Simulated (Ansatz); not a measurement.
## Yb: 7 runs along one coordinate

System: Yb (1 atom in the cell).
Method: Kohn-Sham DFT of a periodic cell, PBE, all-electron LAPW, scalar-relativistic, spin-polarised (Ansatz 0.2.0).

The 7 runs differ only in the geometry, by an even scaling of the cell at fixed fractional positions. The structure derives from an entry of the Crystallography Open Database.

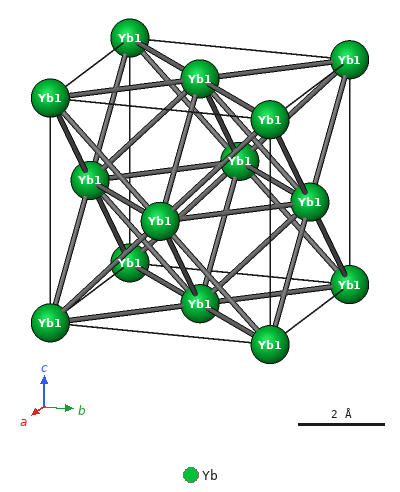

Figure 1. The structure of run 4 (ball-and-stick view of the cell 4 times as large as that of the calculation, set on its symmetry axes, seen slightly off an axis; atoms are numbered from 1 in the order of the input).

**Input of run 4**
```yaml
crystal:
  lattice:
    - [0.0, 2.7431, 2.7431]
    - [2.7431, 0.0, 2.7431]
    - [2.7431, 2.7431, 0.0]
  atoms:
    - { symbol: Yb, position: [0.0, 0.0, 0.0], spin: 1.0 }
kpoints:
  mp_grid: { grid: [8, 8, 8] }
scf:
  occupations: { method: fermi_dirac, width: 0.05 }
hamiltonian:
  xc: pbe
  pseudopotentials: { kind: all_electron, lapw: { basis_error: 0.0005 } }
magnetization:
  spin_polarized: true
output:
  forces: true
  stress: true
  eigenvalues: true
```

Command:
```bash
ansatz run input.yaml --threads 2 --pin off --max-ram 5120MiB --backend cpu --events-out ev --progress --plain --runs-dir out
```

Run 6 differs from it as follows:
```diff
-    - [0.0, 2.7431, 2.7431]
-    - [2.7431, 0.0, 2.7431]
-    - [2.7431, 2.7431, 0.0]
+    - [0.0, 2.7791975606, 2.7791975606]
+    - [2.7791975606, 0.0, 2.7791975606]
+    - [2.7791975606, 2.7791975606, 0.0]
```

**Results, with one run withheld**

| run | volume per atom (Å³) | free energy per atom, from the lowest run given (meV) | pressure (GPa) |
| --- | --- | --- | --- |
| 1 | 38.805 | 0.00 | −1.39 |
| 2 | 39.630 | 7.87 | −1.66 |
| 3 | 40.456 | 17.09 | −1.91 |
| 4 | 41.281 | 27.51 | −2.13 |
| 5 | 42.107 | 39.03 | −2.33 |
| 6 | 42.933 | ? | ? |
| 7 | 43.758 | 64.86 | −2.67 |

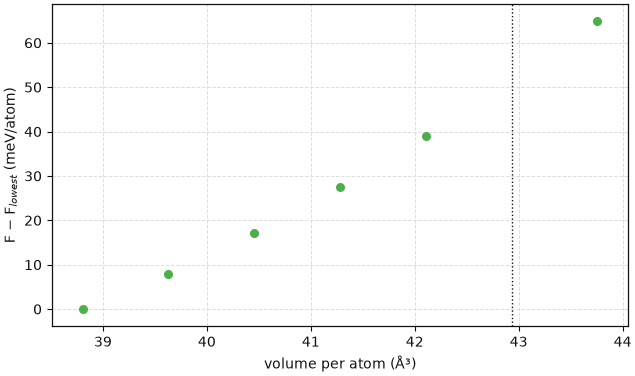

Figure 2. Free energy per atom of the runs given; the dotted line marks run 6.

What should run 6 give?

A cubic polynomial in V^(−2/3) (the Birch–Murnaghan form), fitted to the 6 runs given, misses them by under 0.01 meV per atom. With x = V^(−2/3) − 0.08417 Å⁻², it reads F = 23.206 − 9322.5 x + 5.803e+05 x² − 8.5977e+05 x³ (meV per atom). At run 6 it gives 51.52 meV per atom, and the run itself gives 51.51. The slope of the fit gives a pressure −dF/dV of −2.51 GPa there, and the run prints −2.51 GPa. The fit has no minimum inside this range.

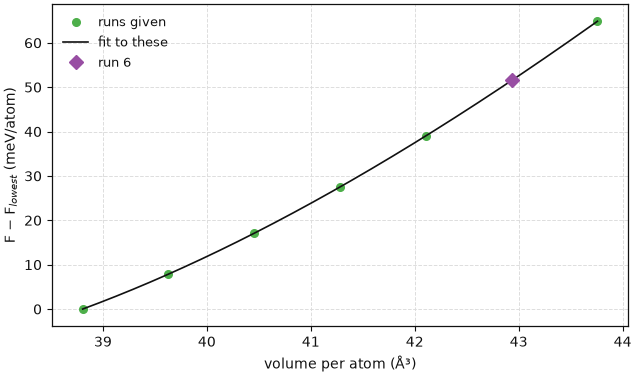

Figure 3. The fit and the withheld run.

**Output, shortened to warnings, some set-up lines, iterations and results (run 6)**
```
WARN: the starting moments were not kept: the SCF closed with an absolute magnetisation of 1.3e-5 μB, where they sum to 1 μB in size (1 site). That is at most 0.1 of that sum. Measured as dr2_m measures the in/out step, that magnetisation stands 1.1e-11 eV from none, at or under the dr2_threshold of 1.0e-7 eV: it is no larger than a step whose dr2_m would equal this threshold. The system may hold …
Basis set: ecut = 178.16461385812906 eV, 259 PW (Γ), exchange–correlation at level 2
Symmetry: 48 space group operations
k-points: 29 of 512
Initial density: superposition of atomic densities (chi_scale 0.1, normalization cell)
[...]
SCF iter   1: F=—  HF=-382545.080447 eV  |F-HF|=—  |Δ(HF+E_count)|=         —  Δρ=3.23e-2 (↑1.93e-2 ↓3.23e-2)  dr2=5.58e-1  dr2_m=1.58e-1  M=2.496 μB ∫|m|=2.496 μB  β_m=1.00  …
SCF iter   2: F=—  HF=-382562.025692 eV  |F-HF|=—  |Δ(HF+E_count)|=    1.69e1  Δρ=3.45e-2 (↑2.99e-2 ↓3.45e-2)  dr2=3.30e-2  dr2_m=4.01e-1  M=0.085 μB ∫|m|=0.108 μB  β_m=0.30  …
SCF iter   3: F=—  HF=-382547.338763 eV  |F-HF|=—  |Δ(HF+E_count)|=    1.47e1  Δρ=2.47e-2 (↑2.18e-2 ↓2.47e-2)  dr2=1.27e-2  dr2_m=2.09e-1  M=0.028 μB ∫|m|=0.091 μB  β_m=0.30  …
SCF iter   4: F=—  HF=-382543.657417 eV  |F-HF|=—  |Δ(HF+E_count)|=    3.68e0  Δρ=1.71e-2 (↑1.56e-2 ↓1.71e-2)  dr2=5.24e-3  dr2_m=1.03e-1  M=0.022 μB ∫|m|=0.086 μB  β_m=0.30  …
SCF iter   5: F=—  HF=-382543.170826 eV  |F-HF|=—  |Δ(HF+E_count)|=   4.87e-1  Δρ=1.17e-2 (↑1.11e-2 ↓1.17e-2)  dr2=3.15e-3  dr2_m=5.07e-2  M=0.020 μB ∫|m|=0.078 μB  β_m=0.30  …
[... 18 lines ...]
SCF iter  24: F=—  HF=-382543.100521 eV  |F-HF|=—  |Δ(HF+E_count)|=   1.55e-7  Δρ=3.30e-6 (↑2.89e-6 ↓3.30e-6)  dr2=1.25e-8  dr2_m=1.68e-9  M=-0.000 μB ∫|m|=0.000 μB  β_m=0.97 …
SCF iter  25: F=-382543.100521 eV  HF=-382543.100521 eV  |F-HF|=2.97e-9  |Δ(HF+E_count)|=   4.18e-8  Δρ=5.53e-7 (↑4.44e-7 ↓5.53e-7)  dr2=6.44e-11  dr2_m=8.83e-11  M=-0.000 μB …
SCF iter  26: F=-382543.100521 eV  HF=-382543.100521 eV  |F-HF|=5.82e-11  |Δ(HF+E_count)|=  9.31e-10  Δρ=2.50e-7 (↑1.78e-7 ↓2.50e-7)  dr2=1.86e-11  dr2_m=1.57e-11  M=-0.000 …
SCF iter  27: F=-382543.100521 eV  HF=-382543.100521 eV  |F-HF|=1.75e-10  |Δ(HF+E_count)|=  2.33e-10  Δρ=1.33e-7 (↑6.92e-8 ↓1.33e-7)  dr2=6.98e-12  dr2_m=3.55e-12  M=-0.000 …
SCF 1 converged in 27 iterations: F = -382543.100521 eV  dr2 = 6.98e-12
WARN: the starting moments were not kept: the SCF closed with an absolute magnetisation of 1.3e-5 μB, where they sum to 1 μB in size (1 site). That is at most 0.1 of that sum. Measured as dr2_m measures the in/out step, that magnetisation stands 1.1e-11 eV from none, at or under the dr2_threshold …
SCF converged after 27 iterations
Magnetization: -0.0000 μB (17.0000 up, 17.0000 down)
Absolute magnetization: 0.0000 μB (∫|ρ↑−ρ↓|)
Spin contamination: 0.0000 ħ² per cell (⟨S²⟩ above its minimum at these occupations)
Per-site moments (μB) at R_I (Å): [(-3.966070302396929e-6, 1.9651894120737599)]
Free energy (F): -382543.100521 eV
Harris-Foulkes:  -382543.100521 eV  (|F-HF|=1.75e-10)
Internal energy: -382543.086305 eV  (E = F + TS)
E sigma→0 (E₀):  -382543.093413 eV
Entropy (-TS):   -0.014216 eV (-14.216 meV/atom)
Fermi energy:    9.637223 eV
--- Per-component energies (eV) ---
  E_band       = -1680.249225
  E_kinetic    = 423005.860725
  E_xc         = -8002.484210
  E_electrostatic = -797546.462820  (all electrons and nuclei)
  E_smearing   = -0.014216  (= −TS)
  E_closure    = 0.000000  (closes the sum)
  E_atoms      = -382541.444210  (free atoms, spherical and without spin; not in F)
  Σ components = -382543.100521   (vs F -382543.100521, Δ=0.00e0)
[...]
```

Warnings of the run: some starting moments were not kept. Points of doubt noted for this run: open f shell may end high.
